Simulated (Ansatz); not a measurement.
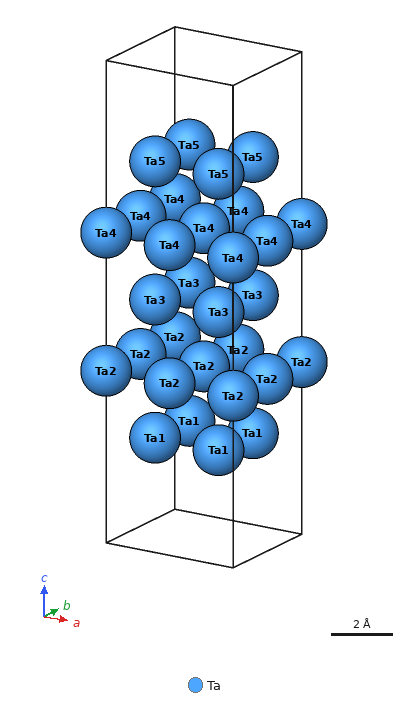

The structure (spheres-only view of the 2 × 2 repeat of the cell, with the vacuum cut short, seen slightly off an axis; atoms are numbered from 1 in the order of the input).

# Ta: a changed input and its effect

System: Ta (slab, 5 atoms in the cell).
Method of run 1: DFT, PBE, plane waves, PAW, Ueff = 3 eV on Ta d, no spin polarisation (Ansatz 0.2.0).

Text and figures count atoms from 1; the logs count them from 0 in places.

**Input, run 1**
```yaml
crystal:
  lattice:
    - [2.8743851013, 0.0, 0.0]
    - [-0.9581283671, 2.7099962625, 0.0]
    - [0.0, 0.0, 24.3877024301]
  atoms:
    - { symbol: Ta, position: [0.5, 0.5, 0.307532045] }
    - { symbol: Ta, position: [0.0, 0.0, 0.4037660225] }
    - { symbol: Ta, position: [0.5, 0.5, 0.5] }
    - { symbol: Ta, position: [0.0, 0.0, 0.5962339775] }
    - { symbol: Ta, position: [0.5, 0.5, 0.692467955] }
basis:
  ecutwfc: "58.8 Ry"
kpoints:
  mp_grid: { grid: [13, 13, 1] }
hamiltonian:
  xc: pbe
  hubbard: { sites: [{ species: Ta, l: d, u_eff: 3.0 }], double_counting: amf }
scf:
  occupations: { method: gaussian, width: 0.1 }
output:
  forces: true
  eigenvalues: true
  stress: true
efield:
  axis: 3
  dipole_correction: true
  ramp_width: 0.04
```

Launched with:
```bash
ansatz run input.yaml --threads 2 --pin off --max-ram 4096MiB --backend cpu --events-out ev --progress --plain --runs-dir out
```

Hardware: 2 threads of Intel Xeon (Emerald Rapids), 192 GiB of memory available, shared host.

**Output, shortened to warnings, some set-up lines, iterations and results (run 1)**
```
Basis set: ecut = 800.0147556320471 eV, 9825 PW (Γ), exchange–correlation on 54×54×450 points (8 copies of the dense FFT grid, shifted against one another)
Symmetry: 4 space group operations
k-points: 49 of 169
Initial density: superposition of atomic densities (neutral atoms: chi_scale 0, normalization atom)
[...]
SCF iter   1: F=—  HF=-49662.090565 eV  |F-HF|=—  |Δ(HF+E_count)|=         —  Δρ=4.60e-2  dr2=7.43e1  ethr=3.10e-3  p=0.000 e·Å  D=1.81e-13 V/Å  ΔV_dip=-0.00 eV  …
SCF iter   2: F=—  HF=-49660.295077 eV  |F-HF|=—  |Δ(HF+E_count)|=    1.80e0  Δρ=3.54e-2  dr2=6.85e1  ethr=3.10e-3  p=0.000 e·Å  D=4.02e-4 V/Å  ΔV_dip=-0.01 eV  …
SCF iter   3: F=—  HF=-49659.149462 eV  |F-HF|=—  |Δ(HF+E_count)|=    1.15e0  Δρ=1.13e-2  dr2=9.95e-1  ethr=3.10e-3  p=0.000 e·Å  D=9.16e-5 V/Å  ΔV_dip=-0.00 eV  …
SCF iter   4: F=—  HF=-49659.049722 eV  |F-HF|=—  |Δ(HF+E_count)|=   9.97e-2  Δρ=4.50e-3  dr2=2.58e-1  ethr=1.53e-3  p=0.000 e·Å  D=2.50e-5 V/Å  ΔV_dip=-0.00 eV  …
SCF iter   5: F=—  HF=-49659.039303 eV  |F-HF|=—  |Δ(HF+E_count)|=   1.04e-2  Δρ=1.84e-3  dr2=1.14e-2  ethr=3.96e-4  p=-0.000 e·Å  D=-6.56e-6 V/Å  ΔV_dip=0.00 eV  …
SCF iter   6: F=—  HF=-49659.037116 eV  |F-HF|=—  |Δ(HF+E_count)|=   2.19e-3  Δρ=7.06e-4  dr2=2.61e-3  ethr=1.75e-5  p=-0.000 e·Å  D=-8.53e-6 V/Å  ΔV_dip=0.00 eV  …
SCF iter   7: F=—  HF=-49659.036936 eV  |F-HF|=—  |Δ(HF+E_count)|=   1.80e-4  Δρ=2.02e-4  dr2=1.30e-4  ethr=4.01e-6  p=-0.000 e·Å  D=-5.80e-6 V/Å  ΔV_dip=0.00 eV  …
SCF iter   8: F=—  HF=-49659.036922 eV  |F-HF|=—  |Δ(HF+E_count)|=   1.44e-5  Δρ=6.06e-5  dr2=1.25e-5  ethr=2.00e-7  p=-0.000 e·Å  D=-1.63e-6 V/Å  ΔV_dip=0.00 eV  …
SCF iter   9: F=—  HF=-49659.036489 eV  |F-HF|=—  |Δ(HF+E_count)|=   4.33e-4  Δρ=1.84e-5  dr2=1.16e-6  ethr=1.92e-8  p=-0.000 e·Å  D=-8.08e-7 V/Å  ΔV_dip=0.00 eV  …
SCF iter  10: F=-49659.036489 eV  HF=-49659.036489 eV  |F-HF|=2.24e-8  |Δ(HF+E_count)|=   7.35e-8  Δρ=5.16e-6  dr2=5.63e-8  ethr=1.54e-10  p=-0.000 e·Å  D=-2.83e-7 V/Å  …
SCF 1 converged in 10 iterations: F = -49659.036489 eV  dr2 = 5.63e-8
SCF converged after 10 iterations
Free energy (F): -49659.036489 eV
Harris-Foulkes:  -49659.036489 eV  (|F-HF|=2.24e-8)
Internal energy: -49659.000053 eV  (E = F + TS)
E sigma→0 (E₀):  -49659.018271 eV
Entropy (-TS):   -0.036436 eV (-7.287 meV/atom)
Fermi energy:    6.514719 eV
Dipole field:    D = 0.000000 V/Å  (p = 0.000000 e·Å, saw-weighted, corrected)
Work function:   Φ+ = 4.7484 eV   Φ− = 4.7484 eV
Levels:          The Fermi level and band energies are counted from a zero that moves with the ramp; work functions are not
--- Per-component energies (eV) ---
  E_band       = -1307.583437
  E_kinetic    = 1821.275700
  E_local      = -57709.539378  (includes V_loc(G=0)·N_el)
  E_nonlocal   = 73.678996
  E_hartree    = 28042.390956
  E_xc         = -1087.639254
  E_vxc        = -1014.012261  (∫ρ·V_xc dr)
  E_hubbard    = -0.189051  (on-site DFT+U / exact-exchange correction)
  E_vhub       = -0.378129  (the Hubbard potential's part of the band-sum identity)
  E_paw        = -41982.136025  (= ΣΔE_a)
  E_vpaw       = -563.356380  (= ΣTr[D̂ρ^β])
  E_aug_tail   = -0.000008  (compensation charges beyond the density's cutoff)
  E_efield     = 0.000000  (sawtooth field / dipole correction)
  E_vefield    = 0.000000  (∫n·V_field dr)
  E_ewald      = 21183.158011
  E_smearing   = -0.036436  (= −TS)
  E_closure    = -0.000000  (closes the sum)
  Σ components = -49659.036489   (vs F -49659.036489, Δ=0.00e0)
DFT+U double counting: amf (around mean field; hamiltonian.hubbard.double_counting)
--- Forces (eV/Å), atoms counted from 1 ---
  atom   1  Ta    -0.00000000     0.00000000     0.49509891
  atom   2  Ta     0.00000000     0.00000000    -0.39513151
  atom   3  Ta     0.00000000     0.00000000    -0.00000130
  atom   4  Ta    -0.00000000     0.00000000     0.39513142
  atom   5  Ta     0.00000000     0.00000000    -0.49509603
  max |Σ_I F_I| component: 1.49e-6 eV/Å
--- Stress (GPa, compression-positive) ---
       -3.290304       0.133400       0.000000
        0.133400      -3.195976       0.000000
        0.000000       0.000000      -2.355286
  P = ⅓ Tr σ = -2.9472 GPa (-29.472 kbar)
Occupation matrices written to [file]
```

For run 2 the input was changed thus:
```diff
-  ecutwfc: "58.8 Ry"
+  ecutwfc: 420
-  hubbard: { sites: [{ species: Ta, l: d, u_eff: 3.0 }], double_counting: amf }
+  write_density: true
+  write_potential: true
+  elf: true
+  volumetric_format: npy
```

Predict how the results change.

The total energies belong to different models, so their difference says nothing on which is more stable or more accurate. The largest force goes from 0.495 to 0.521 eV/Å. The SCF takes 7 iterations against 10. The plane waves at Γ go from 9825 to 3715. On the same kind of shared host run 2 took about 0.34 times as long.

**Output, shortened to warnings, some set-up lines, iterations and results (run 2)**
```
WARN: The output density's exchange-correlation potential varies sharply where the density is thin. Do not read a vacuum level from v_tot or v_xc, or from such a field of the output density. On a cell that repeats whose density bears no net charge and no dipole along the vacuum's axis use v_es (v_loc + v_h of the components); under efield.dipole_correction with no amplitude use v_es + v_field, …
Basis set: ecut = 420 eV, 3715 PW (Γ), exchange–correlation on 40×40×360 points (8 copies of the dense FFT grid, shifted against one another)
Symmetry: 4 space group operations
k-points: 49 of 169
Initial density: superposition of atomic densities (neutral atoms: chi_scale 0, normalization atom), corrected by the library's trained network
[...]
SCF iter   1: F=—  HF=-49658.999356 eV  |F-HF|=—  |Δ(HF+E_count)|=         —  Δρ=8.58e-3  dr2=4.76e0  ethr=1.77e-3  p=0.000 e·Å  D=1.55e-13 V/Å  ΔV_dip=-0.00 eV  …
SCF iter   2: F=—  HF=-49658.902948 eV  |F-HF|=—  |Δ(HF+E_count)|=   9.64e-2  Δρ=1.87e-3  dr2=1.81e-2  ethr=1.77e-3  p=-0.000 e·Å  D=-8.47e-6 V/Å  ΔV_dip=0.00 eV  …
SCF iter   3: F=—  HF=-49658.904110 eV  |F-HF|=—  |Δ(HF+E_count)|=   1.16e-3  Δρ=5.68e-4  dr2=2.39e-3  ethr=2.78e-5  p=0.000 e·Å  D=2.23e-6 V/Å  ΔV_dip=-0.00 eV  …
SCF iter   4: F=—  HF=-49658.904062 eV  |F-HF|=—  |Δ(HF+E_count)|=   4.78e-5  Δρ=1.84e-4  dr2=7.25e-5  ethr=3.67e-6  p=0.000 e·Å  D=1.25e-6 V/Å  ΔV_dip=-0.00 eV  …
SCF iter   5: F=—  HF=-49658.904062 eV  |F-HF|=—  |Δ(HF+E_count)|=   6.64e-7  Δρ=5.77e-5  dr2=1.09e-5  ethr=1.12e-7  p=-0.000 e·Å  D=-3.99e-7 V/Å  ΔV_dip=0.00 eV  …
SCF iter   6: F=—  HF=-49658.904064 eV  |F-HF|=—  |Δ(HF+E_count)|=   2.69e-6  Δρ=2.00e-5  dr2=1.81e-6  ethr=1.68e-8  p=0.000 e·Å  D=4.27e-7 V/Å  ΔV_dip=-0.00 eV  …
SCF iter   7: F=-49658.904065 eV  HF=-49658.904065 eV  |F-HF|=3.34e-8  |Δ(HF+E_count)|=   2.04e-7  Δρ=6.24e-6  dr2=6.66e-8  ethr=1.54e-10  p=0.000 e·Å  D=1.07e-8 V/Å  …
SCF 1 converged in 7 iterations: F = -49658.904065 eV  dr2 = 6.66e-8
WARN: The output density's exchange-correlation potential varies sharply where the density is thin. Do not read a vacuum level from v_tot or v_xc, or from such a field of the output density. On a cell that repeats whose density bears no net charge and no dipole along the vacuum's axis use v_es …
SCF converged after 7 iterations
Free energy (F): -49658.904065 eV
Harris-Foulkes:  -49658.904065 eV  (|F-HF|=3.34e-8)
Internal energy: -49658.867660 eV  (E = F + TS)
E sigma→0 (E₀):  -49658.885862 eV
Entropy (-TS):   -0.036405 eV (-7.281 meV/atom)
Fermi energy:    6.496564 eV
Dipole field:    D = -0.000002 V/Å  (p = -0.000002 e·Å, saw-weighted, corrected)
Work function:   Φ+ = 4.8134 eV   Φ− = 4.8134 eV
[...]
```

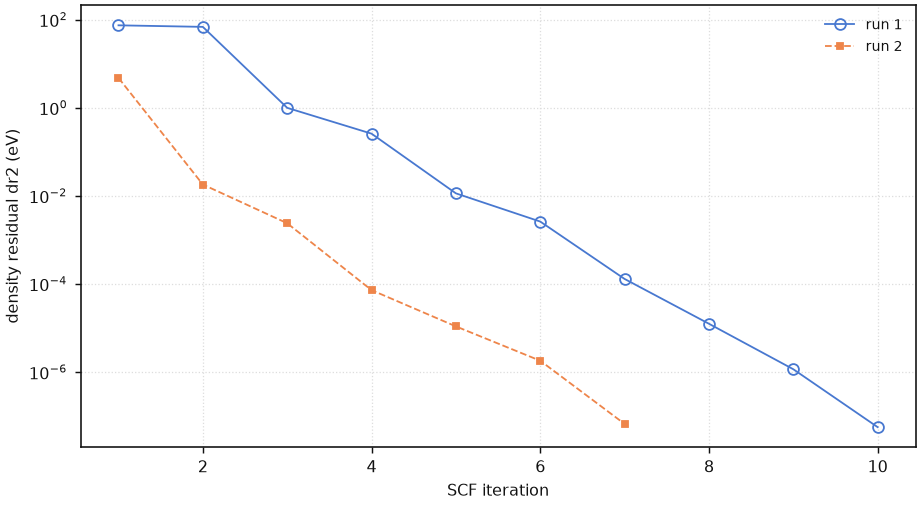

Convergence of the two runs: density residual dr2 against the SCF iteration. Run 1 takes 10 iterations in all, and run 2 takes 7.

**The two runs side by side**

```tsv
quantity	run 1	run 2
outcome	converged	converged
free energy per atom (eV)	−9931.8073	−9931.7808
energy per atom, smearing taken to zero (eV)	−9931.8037	−9931.7772
gap on the mesh (eV)	0.00	0.00
largest force (eV/Å)	0.495	0.521
SCF iterations	10	7
irreducible k-points	49	49
plane waves at Γ	9825	3715
work function (eV)	–	4.81
wall time (shared host)	34 s	11 s
```

For both runs: Spin–orbit coupling is left out, which matters for Ta. For run 2: Warnings: the exchange-correlation potential is rough where the density is thin.
